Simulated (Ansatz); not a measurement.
# Geometry relaxation, with input and output: Ir (part 1 of 2)

The run: geometry relaxation of Ir (slab, 3 atoms in the cell). Method and program: DFT PBE, scalar-relativistic, plane waves, PAW, PAW set soft_1, no spin polarisation (Ansatz 0.2.0).

The structure derives from an entry of the Crystallography Open Database. The input holds or restrains some coordinates. Figures and captions count atoms from 1; the log counts them from 0 in places.

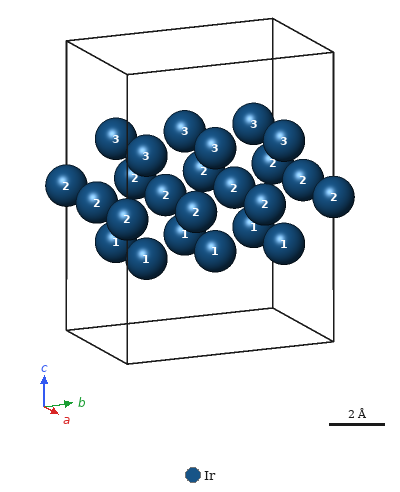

Fig. 1: The starting structure (spheres-only view of the 2 × 3 repeat of the cell, with the vacuum cut short, seen slightly off an axis; atoms are numbered from 1 in the order of the input).

## Key numbers

| quantity | value |
| --- | --- |
| outcome | converged under the restraints of the input |
| electrons treated | 51 |
| free energy | −35807.8512 eV |
| work function, top face | 5.36 eV |
| work function, bottom face | 5.36 eV |
| Fermi energy | 4.466 eV |
| gap on the k-point mesh | none (metallic) |
| final volume | 133.85 Å³ |
| work function (upper face) | 5.36 eV |
| largest force (length of the vector) at the end, held atoms and coordinates included | 0.001 eV/Å |
| hardware | 1 thread of AMD EPYC (Zen 5), 32 GiB of memory available, shared host |
| wall time | 10 s |
| peak memory | 0.4 GiB |

## Notes

Spin–orbit coupling is left out, which matters for Ir.

## Input file
```yaml
crystal:
  lattice:
    - [2.7367600872, 0.0, 0.0]
    - [0.0, 2.7367600872, 0.0]
    - [0.0, 0.0, 17.8703632323]
  atoms:
    - { symbol: Ir, position: [0.5, 0.5, 0.391710001] }
    - { symbol: Ir, position: [0.0, 0.0, 0.5] }
    - { symbol: Ir, position: [0.5, 0.5, 0.608289999] }
basis:
  ecutwfc: 420
kpoints:
  mp_grid: { grid: [10, 10, 1] }
hamiltonian:
  xc: pbe
  pseudopotentials: { kind: paw, azcp: { folder: soft_1 } }
scf:
  occupations: { method: gaussian, width: 0.1 }
output:
  forces: true
  eigenvalues: true
relax:
  adjacent_minimum: "off"
  f_tol: 0.03
  max_steps: 50
  constraints: [{ sites: [0] }]
efield:
  axis: 3
  dipole_correction: true
  ramp_width: 0.04
```

Launch command:
```bash
ansatz run input.yaml --threads 1 --pin off --max-ram 3072MiB --backend cpu --events-out ev --progress --plain --runs-dir out
```

## Log
```
Engine: ansatz 0.2.0, x86_64-unknown-linux-gnu
Pseudopotentials: kind: paw
Pseudopotential: Ir, paw, valence charge 17, recommended cutoff 420 eV (normal), [file]
Functional definition: PBE
  parameter kappa = 0.804
  parameter beta = 0.06672455060314922
  exchange = pbe_x(kappa = kappa, mu = beta*pi^2/3)
  correlation = pbe_c(beta = beta)
Crystal: 3 atoms, lattice volume = 133.846 Å³
Basis set: ecut = 420 eV, 2679 PW (Γ), exchange–correlation on 40×40×240 points (8 copies of the dense FFT grid, shifted against one another)
Bands: 31, of which v1, the nominal top of the filled ones, is band 26 counted from 1 (25 counted from 0)
Symmetry: 8 space group operations
k-points: 21 of 100
Non-local potential: Ir, projectors of the file, l = 0: 3, l = 1: 2, l = 2: 2, l = 3: 1
PAW form: soft (Blöchl's): semilocal exchange-correlation on the pseudo side does not see the compensation charge
PAW one-centre angular grid: Ir, 590 points (default); XC on 64 Gauss nodes
Initial density: superposition of atomic densities (neutral atoms: chi_scale 0, normalization atom)
Initial wavefunctions: pseudopotential atomic-orbital guess
Functional: x = pbe(κ = 0.804, μ = 0.2195149727645171), c = pbe(β = 0.06672455060314922)
SCF iter   1: F=—  HF=-35808.164938 eV  |F-HF|=—  |Δ(HF+E_count)|=         —  Δρ=2.56e-2  dr2=1.73e0  ethr=3.10e-3  p=0.000 e·Å  D=1.80e-13 V/Å  ΔV_dip=-0.00 eV  dr2_dipole=6.97e-8  V_vac-E_F(+/−)=6.57/6.57 eV  ⟨swp⟩=7.9  Hψ=3131  notcnv=0
efield: sawtooth ramp at fractional position 0.9800 (placed from the atoms, in the widest stretch of the axis that holds none; the zero of the levels goes with the place), width 0.0400; the density the first Hamiltonian is built on has a dipole p = 0.000 e·Å; the dipole correction subtracts the counter field D = 1.80e-13 V/Å, which shifts the + side's vacuum level by -0.00 eV against the − side's; the planar-averaged density in the ramp window peaks in size at 3.4e-6 e/Å³
preconditioner: auto → LDOS  [metal: Δε(μ)=0.024 eV  Ē_g=5.895 eV  σ=0.100 eV  W_gap=0.13  n_scr=24 (ndim 8)  ℏωp=16.7 eV  f_vac=0.575  D(μ)=4.03/eV (n_scr^D=24)  β→1.0]
SCF iter   2: F=—  HF=-35808.245687 eV  |F-HF|=—  |Δ(HF+E_count)|=   8.07e-2  Δρ=2.79e-2  dr2=2.11e0  ethr=3.10e-3  p=-0.000 e·Å  D=-1.29e-5 V/Å  ΔV_dip=0.00 eV  dr2_dipole=5.86e-9  V_vac-E_F(+/−)=5.47/5.47 eV  ⟨swp⟩=3.2  Hψ=1705  notcnv=0  defer=13
SCF iter   3: F=—  HF=-35807.752967 eV  |F-HF|=—  |Δ(HF+E_count)|=   4.93e-1  Δρ=3.45e-3  dr2=1.60e-2  ethr=3.10e-3  p=-0.000 e·Å  D=-1.62e-5 V/Å  ΔV_dip=0.00 eV  dr2_dipole=2.04e-8  V_vac-E_F(+/−)=5.80/5.80 eV  ⟨swp⟩=2.1  Hψ=1115  notcnv=0  defer=14
SCF iter   4: F=—  HF=-35807.749978 eV  |F-HF|=—  |Δ(HF+E_count)|=   2.99e-3  Δρ=1.07e-3  dr2=1.93e-3  ethr=3.13e-5  p=-0.000 e·Å  D=-2.70e-6 V/Å  ΔV_dip=0.00 eV  dr2_dipole=4.23e-8  V_vac-E_F(+/−)=5.58/5.58 eV  ⟨swp⟩=2.3  Hψ=1364  notcnv=0  defer=14
SCF iter   5: F=—  HF=-35807.750217 eV  |F-HF|=—  |Δ(HF+E_count)|=   2.38e-4  Δρ=4.34e-4  dr2=5.99e-4  ethr=3.78e-6  p=-0.000 e·Å  D=-4.57e-6 V/Å  ΔV_dip=0.00 eV  dr2_dipole=4.16e-8  V_vac-E_F(+/−)=5.51/5.51 eV  ⟨swp⟩=2.9  Hψ=1299  notcnv=0  defer=14
SCF iter   6: F=—  HF=-35807.750193 eV  |F-HF|=—  |Δ(HF+E_count)|=   2.36e-5  Δρ=9.85e-5  dr2=4.94e-5  ethr=1.17e-6  p=0.000 e·Å  D=4.82e-6 V/Å  ΔV_dip=-0.00 eV  dr2_dipole=2.77e-8  V_vac-E_F(+/−)=5.46/5.46 eV  ⟨swp⟩=2.0  Hψ=843  notcnv=0  defer=14
SCF iter   7: F=-35807.750193 eV  HF=-35807.750193 eV  |F-HF|=1.48e-7  |Δ(HF+E_count)|=   4.23e-7  Δρ=4.14e-5  dr2=2.74e-6  ethr=4.41e-8  p=-0.000 e·Å  D=-3.50e-6 V/Å  ΔV_dip=0.00 eV  dr2_dipole=3.12e-8  V_vac-E_F(+/−)=5.45/5.45 eV  ⟨swp⟩=11.7  Hψ=3172  notcnv=0
SCF 1 converged in 7 iterations: F = -35807.750193 eV  dr2 = 2.74e-6
  greatest PAW one-centre occupation: 1.000 electrons in one spin orbital (limit 2), on the Ir atom at site 1 (counted from 0), in its partial waves of l = 0
relax step   1: F+E_penalty+E_count = -35807.75019275 eV  Δ(F+E_penalty+E_count) = +0.000e0 eV  max|allowed force component| = 1.051e0 eV/Å  Δτ_max = 0.0000 Å  (7 SCF iters, dr2 threshold 2.25e-5 eV, accepted)
Initial density: handed on by an earlier stage of this run
Initial wavefunctions: those handed on with the density
iter 1 solved again at ethr=1.78e-3 eV; its pass at ethr=3.10e-3 eV (dr2=9.10e-1 eV) is discarded
SCF iter   1: F=—  HF=-35807.873746 eV  |F-HF|=—  |Δ(HF+E_count)|=         —  Δρ=1.17e-2  dr2=8.63e-1  ethr=1.78e-3  p=-0.000 e·Å  D=-3.50e-6 V/Å  ΔV_dip=0.00 eV  dr2_dipole=2.55e-1  V_vac-E_F(+/−)=5.37/5.37 eV  ⟨swp⟩=1.4  Hψ=2971  notcnv=0  defer=3
efield: sawtooth ramp at fractional position 0.9800 (handed on by an earlier solve), width 0.0400; the density the first Hamiltonian is built on has a dipole p = -0.000 e·Å; the dipole correction subtracts the counter field D = -3.50e-6 V/Å, which shifts the + side's vacuum level by +0.00 eV against the − side's; the planar-averaged density in the ramp window peaks in size at 2.8e-6 e/Å³
preconditioner: auto → LDOS  [metal: Δε(μ)=0.035 eV  Ē_g=6.003 eV  σ=0.100 eV  W_gap=0.20  n_scr=24 (ndim 8)  ℏωp=16.7 eV  f_vac=0.590  D(μ)=3.66/eV (n_scr^D=12)  β→1.0]
SCF iter   2: F=—  HF=-35807.850209 eV  |F-HF|=—  |Δ(HF+E_count)|=   2.35e-2  Δρ=4.93e-3  dr2=6.58e-2  ethr=1.69e-3  p=-0.001 e·Å  D=-2.01e-3 V/Å  ΔV_dip=0.04 eV  dr2_dipole=8.65e-3  V_vac-E_F(+/−)=5.36/5.32 eV  ⟨swp⟩=2.0  Hψ=863  notcnv=0  defer=4
SCF iter   3: F=—  HF=-35807.844210 eV  |F-HF|=—  |Δ(HF+E_count)|=   6.00e-3  Δρ=1.11e-3  dr2=6.07e-3  ethr=1.29e-4  p=0.000 e·Å  D=2.93e-4 V/Å  ΔV_dip=-0.01 eV  dr2_dipole=1.41e-3  V_vac-E_F(+/−)=5.35/5.36 eV  ⟨swp⟩=2.3  Hψ=1005  notcnv=0  defer=12
SCF iter   4: F=—  HF=-35807.844235 eV  |F-HF|=—  |Δ(HF+E_count)|=   2.48e-5  Δρ=2.10e-4  dr2=4.40e-5  ethr=1.35e-7  p=-0.000 e·Å  D=-4.15e-4 V/Å  ΔV_dip=0.01 eV  dr2_dipole=6.72e-7  V_vac-E_F(+/−)=5.36/5.35 eV  ⟨swp⟩=11.5  Hψ=4021  notcnv=0
SCF iter   5: F=-35807.844261 eV  HF=-35807.844271 eV  |F-HF|=1.02e-5  |Δ(HF+E_count)|=   3.68e-5  Δρ=9.83e-5  dr2=1.96e-5  ethr=8.63e-8  p=-0.001 e·Å  D=-7.18e-4 V/Å  ΔV_dip=0.01 eV  dr2_dipole=1.94e-6  V_vac-E_F(+/−)=5.36/5.35 eV  ⟨swp⟩=8.5  Hψ=3124  notcnv=0
SCF 2 converged in 5 iterations: F = -35807.844261 eV  dr2 = 1.96e-5
relax step   2: F+E_penalty+E_count = -35807.84426117 eV  Δ(F+E_penalty+E_count) = -9.407e-2 eV  max|allowed force component| = 4.508e-1 eV/Å  Δτ_max = 0.1996 Å  (5 SCF iters, dr2 threshold 6.91e-5 eV, accepted)
SCF iter   1: F=—  HF=-35807.851535 eV  |F-HF|=—  |Δ(HF+E_count)|=         —  Δρ=1.68e-3  dr2=1.97e-2  ethr=1.68e-4  p=-0.001 e·Å  D=-7.18e-4 V/Å  ΔV_dip=0.01 eV  dr2_dipole=6.07e-3  V_vac-E_F(+/−)=5.37/5.36 eV  ⟨swp⟩=3.0  Hψ=1403  notcnv=0  defer=13
efield: sawtooth ramp at fractional position 0.9800 (handed on by an earlier solve), width 0.0400; the density the first Hamiltonian is built on has a dipole p = -0.001 e·Å; the dipole correction subtracts the counter field D = -7.18e-4 V/Å, which shifts the + side's vacuum level by +0.01 eV against the − side's; the planar-averaged density in the ramp window peaks in size at 2.4e-6 e/Å³
preconditioner: auto → LDOS  [metal: Δε(μ)=0.042 eV  Ē_g=5.943 eV  σ=0.100 eV  W_gap=0.23  n_scr=24 (ndim 8)  ℏωp=16.7 eV  f_vac=0.588  D(μ)=3.98/eV (n_scr^D=16)  β→1.0]
SCF iter   2: F=—  HF=-35807.851027 eV  |F-HF|=—  |Δ(HF+E_count)|=   5.08e-4  Δρ=9.19e-4  dr2=1.96e-3  ethr=3.86e-5  p=-0.000 e·Å  D=-4.18e-4 V/Å  ΔV_dip=0.01 eV  dr2_dipole=1.97e-4  V_vac-E_F(+/−)=5.37/5.36 eV  ⟨swp⟩=2.3  Hψ=1038  notcnv=0  defer=13
SCF iter   3: F=—  HF=-35807.850673 eV  |F-HF|=—  |Δ(HF+E_count)|=   3.53e-4  Δρ=1.99e-4  dr2=1.13e-4  ethr=3.84e-6  p=-0.000 e·Å  D=-4.52e-4 V/Å  ΔV_dip=0.01 eV  dr2_dipole=4.13e-6  V_vac-E_F(+/−)=5.37/5.36 eV  ⟨swp⟩=3.2  Hψ=1202  notcnv=0  defer=13
SCF iter   4: F=—  HF=-35807.850654 eV  |F-HF|=—  |Δ(HF+E_count)|=   1.96e-5  Δρ=7.09e-5  dr2=3.91e-5  ethr=2.21e-7  p=-0.000 e·Å  D=-4.74e-4 V/Å  ΔV_dip=0.01 eV  dr2_dipole=7.65e-6  V_vac-E_F(+/−)=5.37/5.36 eV  ⟨swp⟩=2.7  Hψ=1100  notcnv=0  defer=13
SCF iter   5: F=-35807.850657 eV  HF=-35807.850655 eV  |F-HF|=1.45e-6  |Δ(HF+E_count)|=   1.91e-6  Δρ=2.07e-5  dr2=7.75e-7  ethr=2.49e-8  p=-0.000 e·Å  D=-3.75e-4 V/Å  ΔV_dip=0.01 eV  dr2_dipole=1.13e-7  V_vac-E_F(+/−)=5.37/5.36 eV  ⟨swp⟩=9.0  Hψ=3078  notcnv=0
SCF 3 converged in 5 iterations: F = -35807.850657 eV  dr2 = 7.75e-7
relax step   3: F+E_penalty+E_count = -35807.85065695 eV  Δ(F+E_penalty+E_count) = -6.396e-3 eV  max|allowed force component| = 1.305e-1 eV/Å  Δτ_max = 0.0195 Å  (5 SCF iters, dr2 threshold 1.27e-5 eV, accepted)
SCF iter   1: F=—  HF=-35807.851227 eV  |F-HF|=—  |Δ(HF+E_count)|=         —  Δρ=4.72e-4  dr2=2.86e-4  ethr=6.96e-5  p=-0.000 e·Å  D=-3.75e-4 V/Å  ΔV_dip=0.01 eV  dr2_dipole=6.58e-5  V_vac-E_F(+/−)=5.37/5.36 eV  ⟨swp⟩=2.0  Hψ=1321  notcnv=0  defer=10
efield: sawtooth ramp at fractional position 0.9800 (handed on by an earlier solve), width 0.0400; the density the first Hamiltonian is built on has a dipole p = -0.000 e·Å; the dipole correction subtracts the counter field D = -3.75e-4 V/Å, which shifts the + side's vacuum level by +0.01 eV against the − side's; the planar-averaged density in the ramp window peaks in size at 2.9e-6 e/Å³
preconditioner: auto → LDOS  [metal: Δε(μ)=0.043 eV  Ē_g=5.948 eV  σ=0.100 eV  W_gap=0.24  n_scr=24 (ndim 8)  ℏωp=16.7 eV  f_vac=0.589  D(μ)=3.93/eV (n_scr^D=16)  β→1.0]
SCF iter   2: F=—  HF=-35807.851203 eV  |F-HF|=—  |Δ(HF+E_count)|=   2.41e-5  Δρ=1.87e-4  dr2=9.68e-5  ethr=5.61e-7  p=-0.000 e·Å  D=-2.56e-4 V/Å  ΔV_dip=0.00 eV  dr2_dipole=1.20e-5  V_vac-E_F(+/−)=5.36/5.36 eV  ⟨swp⟩=3.4  Hψ=1417  notcnv=0  defer=10
SCF iter   3: F=—  HF=-35807.851184 eV  |F-HF|=—  |Δ(HF+E_count)|=   1.90e-5  Δρ=6.69e-5  dr2=1.89e-5  ethr=1.90e-7  p=-0.000 e·Å  D=-1.06e-4 V/Å  ΔV_dip=0.00 eV  dr2_dipole=9.23e-7  V_vac-E_F(+/−)=5.36/5.36 eV  ⟨swp⟩=2.5  Hψ=1083  notcnv=0  defer=10
SCF iter   4: F=-35807.851180 eV  HF=-35807.851180 eV  |F-HF|=1.52e-7  |Δ(HF+E_count)|=   3.18e-6  Δρ=2.33e-5  dr2=6.07e-7  ethr=2.80e-9  p=-0.000 e·Å  D=-1.21e-4 V/Å  ΔV_dip=0.00 eV  dr2_dipole=7.80e-9  V_vac-E_F(+/−)=5.36/5.36 eV  ⟨swp⟩=8.8  Hψ=3718  notcnv=0
SCF 4 converged in 4 iterations: F = -35807.851180 eV  dr2 = 6.07e-7
relax step   4: F+E_penalty+E_count = -35807.85118020 eV  Δ(F+E_penalty+E_count) = -5.233e-4 eV  max|allowed force component| = 9.269e-4 eV/Å  Δτ_max = 0.0088 Å  (4 SCF iters, dr2 threshold 1.43e-6 eV, accepted)
iter 1 solved again at ethr=1.20e-9 eV; its pass at ethr=3.10e-3 eV (dr2=6.10e-7 eV) is discarded
```
